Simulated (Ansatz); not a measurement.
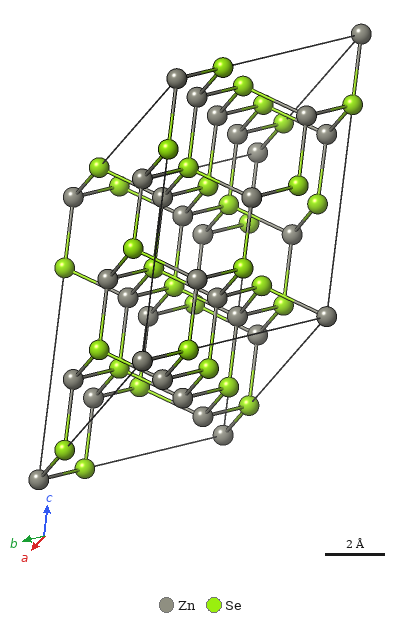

Fig. 1: The input geometry (ball-and-stick view of the cell of the calculation, seen at an oblique angle). An atom can appear more than once, as a periodic image.

Run report: Zn15Se16, geometry relaxation (part 1 of 4)

System: Zn15Se16 (defect cell, 31 atoms in the cell).
Method: DFT PBEsol, scalar-relativistic, plane waves, PAW, spin-polarised (Ansatz 0.2.0).

The structure derives from a Materials Project entry. It belongs to a series of runs on one base structure; here: V_Zn, charge +0, atoms relaxed at the host's cell.

## Input file
```yaml
crystal:
  lattice:
    - [5.6332473178, -5.6332473178, -5.6332473178]
    - [-5.6332473178, -5.6332473178, 5.6332473178]
    - [-5.6332473178, 5.6332473178, -5.6332473178]
  atoms:
    - { symbol: Zn, position: [0.25, 0.5, 0.25] }
    - { symbol: Zn, position: [0.25, 0.75, 0.0] }
    - { symbol: Zn, position: [0.0, 0.25, 0.75] }
    - { symbol: Zn, position: [0.25, 0.0, 0.75] }
    - { symbol: Zn, position: [0.0, 0.5, 0.5] }
    - { symbol: Zn, position: [0.0, 0.75, 0.25] }
    - { symbol: Zn, position: [0.75, 0.25, 0.0] }
    - { symbol: Zn, position: [1.0, 1.0, 1.0] }
    - { symbol: Zn, position: [0.75, 0.5, 0.75] }
    - { symbol: Zn, position: [0.75, 0.75, 0.5] }
    - { symbol: Zn, position: [0.5, 0.25, 0.25] }
    - { symbol: Zn, position: [0.75, 0.0, 0.25] }
    - { symbol: Zn, position: [0.5, 0.5, 0.0] }
    - { symbol: Zn, position: [0.5, 0.75, 0.75] }
    - { symbol: Zn, position: [0.5, 0.0, 0.5] }
    - { symbol: Se, position: [-0.0053856026, 0.2507688277, 0.5010306688], spin: 0.5 }
    - { symbol: Se, position: [0.0, 0.5, 0.25] }
    - { symbol: Se, position: [0.0, 0.75, 0.0] }
    - { symbol: Se, position: [0.75, 0.25, 0.75] }
    - { symbol: Se, position: [0.0, 0.0, 0.75] }
    - { symbol: Se, position: [0.75, 0.5, 0.5] }
    - { symbol: Se, position: [0.75, 0.75, 0.25] }
    - { symbol: Se, position: [0.5, 0.25, 0.0] }
    - { symbol: Se, position: [0.75, 0.0, 0.0] }
    - { symbol: Se, position: [0.4971643189, 0.5052566837, 0.7508415116], spin: 0.5 }
    - { symbol: Se, position: [0.5, 0.75, 0.5] }
    - { symbol: Se, position: [0.2570966239, 0.2552654345, 0.2570676421], spin: 0.5 }
    - { symbol: Se, position: [0.5, 0.0, 0.25] }
    - { symbol: Se, position: [0.25, 0.5, 0.0] }
    - { symbol: Se, position: [0.25, 0.75, 0.75] }
    - { symbol: Se, position: [0.250473124, 0.0032737048, 0.5043242783], spin: 0.5 }
  host:
    lattice:
      - [0.0, 2.8166236589, 2.8166236589]
      - [2.8166236589, 0.0, 2.8166236589]
      - [2.8166236589, 2.8166236589, 0.0]
    atoms:
      - { symbol: Zn, position: [0.0, 0.0, 0.0] }
      - { symbol: Se, position: [0.75, 0.75, 0.75] }
basis:
  ecutwfc: 420
  xc_grid: 2
kpoints:
  mp_grid: { grid: [2, 2, 2], shift: [0.5, 0.5, 0.5] }
hamiltonian:
  xc: pbesol
scf:
  occupations: { method: gaussian, width: 0.02 }
  lower_state_search: "off"
output:
  forces: true
  stress: false
  eigenvalues: true
  populations: true
  charged_corrections:
    defect_position: [0.25, 0.25, 0.5]
    epsilon: [[10.3105, 0.0, 0.0], [0.0, 10.3105, 0.0], [0.0, 0.0, 10.3105]]
  write_density: true
  write_potential: true
  elf: true
  volumetric_format: npy
magnetization:
  spin_polarized: true
relax:
  adjacent_minimum: "off"
  f_tol: 0.03
  max_steps: 40
```

Launched with:
```bash
ansatz run input.yaml --threads 8 --pin off --max-ram 16384MiB --backend cpu --events-out ev --progress --plain --runs-dir out
```

## What the program printed
```
Engine: ansatz 0.2.0, x86_64-unknown-linux-gnu
Pseudopotentials: kind: paw
Pseudopotential: Zn, paw, valence charge 12, recommended cutoff 420 eV (normal), Zn.paw.azcp
Pseudopotential: Se, paw, valence charge 16, recommended cutoff 420 eV (normal), Se.paw.azcp
Functional definition: PBEsol
  exchange = pbesol_x
  correlation = pbesol_c
Crystal: 31 atoms, lattice volume = 715.050 Å³
Basis set: ecut = 420 eV, 14027 PW (Γ), exchange–correlation on 144×144×144 points (8 copies of the dense FFT grid, shifted against one another)
Bands: 263, of which v1, the nominal top of the filled ones, is band 218 counted from 1 (217 counted from 0)
Symmetry: 1 space group operations
Space group: P1 (ITA 1), of the structure as read, at distance tolerance 8.9e-5 Å
Magnetic group: BNS 1.1 (UNI 1), of the structure as read, at distance tolerance 8.9e-5 Å
k-points: 4 of 8 (time reversal used)
Non-local potential: Zn, projectors of the file, l = 0: 2, l = 1: 2, l = 2: 3, l = 3: 1
Non-local potential: Se, projectors of the file, l = 0: 2, l = 1: 2, l = 2: 3, l = 3: 1
PAW form: soft (Blöchl's): semilocal exchange-correlation on the pseudo side does not see the compensation charge
PAW frozen core: Zn, regenerated for the run's functional, and the local potential with it (the file was generated under x = pbe(κ = 0.804, μ = 0.2195149727645171), c = pbe(β = 0.06672455060314922))
PAW frozen core: Se, regenerated for the run's functional, and the local potential with it (the file was generated under x = pbe(κ = 0.804, μ = 0.2195149727645171), c = pbe(β = 0.06672455060314922))
PAW one-centre angular grid: Zn, 590 points (default); XC on 64 Gauss nodes
PAW one-centre angular grid: Se, 590 points (default); XC on 64 Gauss nodes
Initial density: superposition of atomic densities (chi_scale 0.1, normalization cell, long waves kept (reshape's long-wave potential 0.16 eV rms))
Starting moments: Σ|m| = 2 μB on 4 of 31 sites
Initial wavefunctions: pseudopotential atomic-orbital guess
Functional: x = pbesol(κ = 0.804, μ = 0.12345679012345678), c = pbesol(β = 0.046)
SCF iter   1: F=—  HF=-136024.182709 eV  |F-HF|=—  |Δ(HF+E_count)|=         —  Δρ=3.25e-2 (↑3.25e-2 ↓2.88e-2)  dr2=1.57e1  dr2_m=1.44e0  M=1.922 μB ∫|m|=1.982 μB  β_m=0.30  ethr=3.10e-3  ⟨swp⟩=6.0  Hψ=8200  notcnv=0  defer=7
preconditioner: auto → Kerker (q_TF=auto, 2.512 Å⁻¹)  [metal: Δε(μ)=0.010 eV  Ē_g=11.860 eV  σ=0.020 eV  W_gap=0.26  n_scr=200 (ndim 8)  ℏωp=23.1 eV  f_vac=0.060  D(μ)=25.51/eV (n_scr^D=200)]
spin=Collinear: Kerker preconditioning applied to the charge; magnetization (m = ρ↑ − ρ↓) channel mixes plain (no charge-response kernel on spin).
SCF iter   2: F=—  HF=-136021.032225 eV  |F-HF|=—  |Δ(HF+E_count)|=    3.15e0  Δρ=2.04e-2 (↑2.04e-2 ↓1.70e-2)  dr2=6.35e0  dr2_m=7.17e-1  M=2.000 μB ∫|m|=2.072 μB  β_m=0.30  ethr=3.10e-3  ⟨swp⟩=2.0  Hψ=3152  notcnv=0  defer=290
preconditioner: auto → Resta (q_TF=auto, 2.512 Å⁻¹)  ε∞=5.1  [insulator: Δε(μ)=0.066 eV  Ē_g=11.440 eV  σ=0.020 eV  W_gap=0.53  n_scr=200 (ndim 8)  ℏωp=23.1 eV  f_vac=0.061  D(μ)=20.59/eV (n_scr^D=140)  ε∞_Penn≈5.1]
spin=Collinear: Resta preconditioning applied to the charge; magnetization (m = ρ↑ − ρ↓) channel mixes plain (no charge-response kernel on spin).
SCF iter   3: F=—  HF=-136019.060573 eV  |F-HF|=—  |Δ(HF+E_count)|=    1.97e0  Δρ=9.97e-3 (↑9.97e-3 ↓7.46e-3)  dr2=7.55e-1  dr2_m=3.51e-1  M=2.000 μB ∫|m|=2.081 μB  β_m=0.30  ethr=1.46e-3  ⟨swp⟩=2.0  Hψ=3049  notcnv=0  defer=290
SCF iter   4: F=—  HF=-136018.774294 eV  |F-HF|=—  |Δ(HF+E_count)|=   2.86e-1  Δρ=5.76e-3 (↑5.76e-3 ↓5.01e-3)  dr2=7.21e-2  dr2_m=1.72e-1  M=2.000 μB ∫|m|=2.089 μB  β_m=0.30  ethr=1.73e-4  ⟨swp⟩=2.1  Hψ=3565  notcnv=0  defer=290
SCF iter   5: F=—  HF=-136018.800213 eV  |F-HF|=—  |Δ(HF+E_count)|=   2.59e-2  Δρ=4.05e-3 (↑4.05e-3 ↓3.98e-3)  dr2=5.41e-2  dr2_m=8.53e-2  M=2.000 μB ∫|m|=2.096 μB  β_m=0.30  ethr=1.65e-5  ⟨swp⟩=2.0  Hψ=2860  notcnv=0  defer=290
SCF iter   6: F=—  HF=-136018.807403 eV  |F-HF|=—  |Δ(HF+E_count)|=   7.19e-3  Δρ=2.71e-3 (↑2.45e-3 ↓2.71e-3)  dr2=4.60e-3  dr2_m=4.23e-2  M=2.000 μB ∫|m|=2.102 μB  β_m=0.30  ethr=1.24e-5  ⟨swp⟩=2.0  Hψ=2892  notcnv=0  defer=290
SCF iter   7: F=—  HF=-136018.807359 eV  |F-HF|=—  |Δ(HF+E_count)|=   4.44e-5  Δρ=1.89e-3 (↑1.71e-3 ↓1.89e-3)  dr2=8.63e-4  dr2_m=2.09e-2  M=2.000 μB ∫|m|=2.107 μB  β_m=0.30  ethr=1.06e-6  ⟨swp⟩=2.0  Hψ=3563  notcnv=0  defer=290
SCF iter   8: F=—  HF=-136018.811912 eV  |F-HF|=—  |Δ(HF+E_count)|=   4.55e-3  Δρ=1.31e-3 (↑1.29e-3 ↓1.31e-3)  dr2=1.28e-3  dr2_m=1.04e-2  M=2.000 μB ∫|m|=2.111 μB  β_m=1.00  ethr=1.98e-7  ⟨swp⟩=2.0  Hψ=3561  notcnv=0  defer=290
SCF iter   9: F=—  HF=-136018.811919 eV  |F-HF|=—  |Δ(HF+E_count)|=   7.34e-6  Δρ=1.61e-4 (↑1.52e-4 ↓1.61e-4)  dr2=3.71e-4  dr2_m=2.54e-5  M=2.000 μB ∫|m|=2.121 μB  β_m=0.30  ethr=1.98e-7  ⟨swp⟩=2.0  Hψ=3083  notcnv=0  defer=290
SCF iter  10: F=—  HF=-136018.812792 eV  |F-HF|=—  |Δ(HF+E_count)|=   8.73e-4  Δρ=1.13e-4 (↑1.10e-4 ↓1.13e-4)  dr2=1.98e-4  dr2_m=1.32e-5  M=2.000 μB ∫|m|=2.122 μB  β_m=1.00  ethr=8.51e-8  ⟨swp⟩=2.0  Hψ=2423  notcnv=0  defer=290
SCF iter  11: F=—  HF=-136018.813163 eV  |F-HF|=—  |Δ(HF+E_count)|=   3.70e-4  Δρ=3.79e-5 (↑3.79e-5 ↓3.47e-5)  dr2=2.92e-5  dr2_m=8.24e-7  M=2.000 μB ∫|m|=2.124 μB  β_m=1.00  ethr=4.54e-8  ⟨swp⟩=2.0  Hψ=2955  notcnv=0  defer=290
SCF iter  12: F=—  HF=-136018.813407 eV  |F-HF|=—  |Δ(HF+E_count)|=   2.45e-4  Δρ=1.17e-5 (↑1.17e-5 ↓1.07e-5)  dr2=3.14e-6  dr2_m=1.95e-7  M=2.000 μB ∫|m|=2.125 μB  β_m=1.00  ethr=5.16e-9  ⟨swp⟩=15.8  Hψ=22419  notcnv=0
SCF iter  13: F=—  HF=-136018.813537 eV  |F-HF|=—  |Δ(HF+E_count)|=   1.30e-4  Δρ=4.95e-6 (↑4.44e-6 ↓4.95e-6)  dr2=2.87e-7  dr2_m=9.07e-8  M=2.000 μB ∫|m|=2.126 μB  β_m=1.00  ethr=7.20e-10  ⟨swp⟩=10.5  Hψ=18224  notcnv=0
SCF iter  14: F=—  HF=-136018.813604 eV  |F-HF|=—  |Δ(HF+E_count)|=   6.62e-5  Δρ=3.35e-6 (↑3.19e-6 ↓3.35e-6)  dr2=1.38e-7  dr2_m=4.58e-8  M=2.000 μB ∫|m|=2.126 μB  β_m=1.00  ethr=6.58e-11  ⟨swp⟩=9.8  Hψ=17007  notcnv=0
SCF iter  15: F=—  HF=-136018.813637 eV  |F-HF|=—  |Δ(HF+E_count)|=   3.33e-5  Δρ=2.46e-6 (↑2.46e-6 ↓2.24e-6)  dr2=6.12e-8  dr2_m=2.41e-8  M=2.000 μB ∫|m|=2.126 μB  β_m=0.30  ethr=3.17e-11  ⟨swp⟩=10.0  Hψ=14934  notcnv=0
Mixer restart at iter 15: flushing history
spin-set hold released at iteration 15 (site moments contracting): the magnetisation degrees of freedom join the quasi-Newton model from the next iteration; the mixer history was flushed
SCF iter  16: F=—  HF=-136018.813653 eV  |F-HF|=—  |Δ(HF+E_count)|=   1.66e-5  Δρ=2.68e-6 (↑2.68e-6 ↓2.22e-6)  dr2=2.01e-8  dr2_m=3.47e-8  M=2.000 μB ∫|m|=2.126 μB  β_m=0.65  ethr=1.40e-11  ⟨swp⟩=9.1  Hψ=13241  notcnv=0
SCF iter  17: F=-136018.813670 eV  HF=-136018.813670 eV  |F-HF|=1.28e-7  |Δ(HF+E_count)|=   1.69e-5  Δρ=2.84e-6 (↑1.65e-6 ↓2.84e-6)  dr2=1.58e-7  dr2_m=2.30e-8  M=2.000 μB ∫|m|=2.126 μB  ethr=4.61e-12  ⟨swp⟩=10.8  Hψ=17622  notcnv=0
SCF 1 converged in 17 iterations: F = -136018.813670 eV  dr2 = 1.58e-7
  greatest PAW one-centre occupation: 1.000 electrons in one spin orbital (limit 2), on the Se atom at site 15 (counted from 0), in its partial waves of l = 2
relax step   1: F+E_penalty+E_count = -136018.81367021 eV  Δ(F+E_penalty+E_count) = +0.000e0 eV  max|allowed force component| = 4.059e-1 eV/Å  Δτ_max = 0.0000 Å  (17 SCF iters, dr2 threshold 2.25e-5 eV, accepted)
Initial density: handed on by an earlier stage of this run
Starting moments: Σ|m| = 2 μB on 4 of 31 sites; this step starts from the density that it was given
Initial wavefunctions: those handed on with the density
iter 1 solved again at ethr=1.87e-5 eV; its pass at ethr=3.10e-3 eV (dr2=8.17e-2 eV) is discarded
SCF iter   1: F=—  HF=-136018.912807 eV  |F-HF|=—  |Δ(HF+E_count)|=         —  Δρ=4.81e-3 (↑4.81e-3 ↓3.66e-3)  dr2=8.19e-2  dr2_m=9.20e-2  M=2.000 μB ∫|m|=2.118 μB  β_m=0.30  ethr=1.87e-5  ⟨swp⟩=2.0  Hψ=6727  notcnv=0  defer=290
preconditioner: auto → Resta (q_TF=auto, 2.512 Å⁻¹)  ε∞=5.5  [insulator: Δε(μ)=0.153 eV  Ē_g=10.914 eV  σ=0.020 eV  W_gap=0.76  n_scr=200 (ndim 8)  ℏωp=23.1 eV  f_vac=0.104  D(μ)=25.69/eV (n_scr^D=200)  ε∞_Penn≈5.5]
spin=Collinear: Resta preconditioning applied to the charge; magnetization (m = ρ↑ − ρ↓) channel mixes plain (no charge-response kernel on spin).
SCF iter   2: F=—  HF=-136018.916450 eV  |F-HF|=—  |Δ(HF+E_count)|=   3.64e-3  Δρ=3.36e-3 (↑3.36e-3 ↓2.60e-3)  dr2=3.40e-2  dr2_m=4.62e-2  M=2.000 μB ∫|m|=2.117 μB  β_m=0.62  ethr=1.87e-5  ⟨swp⟩=2.0  Hψ=2439  notcnv=0  defer=290
SCF iter   3: F=—  HF=-136018.928006 eV  |F-HF|=—  |Δ(HF+E_count)|=   1.16e-2  Δρ=5.10e-4 (↑3.11e-4 ↓5.10e-4)  dr2=4.76e-3  dr2_m=5.12e-4  M=2.000 μB ∫|m|=2.117 μB  β_m=0.56  ethr=7.81e-6  ⟨swp⟩=2.1  Hψ=3151  notcnv=0  defer=290
SCF iter   4: F=—  HF=-136018.927602 eV  |F-HF|=—  |Δ(HF+E_count)|=   4.05e-4  Δρ=1.76e-4 (↑9.80e-5 ↓1.76e-4)  dr2=3.64e-4  dr2_m=5.30e-5  M=2.000 μB ∫|m|=2.117 μB  β_m=0.71  ethr=1.09e-6  ⟨swp⟩=2.0  Hψ=3023  notcnv=0  defer=290
SCF iter   5: F=—  HF=-136018.927721 eV  |F-HF|=—  |Δ(HF+E_count)|=   1.19e-4  Δρ=6.13e-5 (↑4.58e-5 ↓6.13e-5)  dr2=6.58e-5  dr2_m=2.89e-6  M=2.000 μB ∫|m|=2.117 μB  β_m=0.65  ethr=8.35e-8  ⟨swp⟩=2.0  Hψ=3083  notcnv=0  defer=290
SCF iter   6: F=—  HF=-136018.927710 eV  |F-HF|=—  |Δ(HF+E_count)|=   1.04e-5  Δρ=2.11e-5 (↑1.77e-5 ↓2.11e-5)  dr2=1.30e-5  dr2_m=2.43e-7  M=2.000 μB ∫|m|=2.117 μB  β_m=0.65  ethr=1.51e-8  ⟨swp⟩=2.0  Hψ=3082  notcnv=0  defer=290
iter 7 did not close the SCF: its close was put off for a magnetic moment that had not settled (scf_convergence_deferred on its scf_iter line)
SCF iter   7: F=-136018.927712 eV  HF=-136018.927712 eV  |F-HF|=1.81e-7  |Δ(HF+E_count)|=   1.80e-6  Δρ=9.05e-6 (↑7.74e-6 ↓9.05e-6)  dr2=3.57e-6  dr2_m=4.70e-8  M=2.000 μB ∫|m|=2.117 μB  β_m=0.71  ethr=2.36e-9  ⟨swp⟩=15.6  Hψ=19970  notcnv=0
SCF iter   8: F=-136018.927713 eV  HF=-136018.927713 eV  |F-HF|=1.97e-7  |Δ(HF+E_count)|=   1.45e-6  Δρ=5.56e-6 (↑4.61e-6 ↓5.56e-6)  dr2=8.91e-7  dr2_m=1.38e-8  M=2.000 μB ∫|m|=2.117 μB  ethr=8.20e-10  ⟨swp⟩=8.0  Hψ=15044  notcnv=0
SCF 2 converged in 8 iterations: F = -136018.927713 eV  dr2 = 8.91e-7
relax step   2: F+E_penalty+E_count = -136018.92771323 eV  Δ(F+E_penalty+E_count) = -1.140e-1 eV  max|allowed force component| = 1.083e-1 eV/Å  Δτ_max = 0.0916 Å  (8 SCF iters, dr2 threshold 1.03e-5 eV, accepted)
```
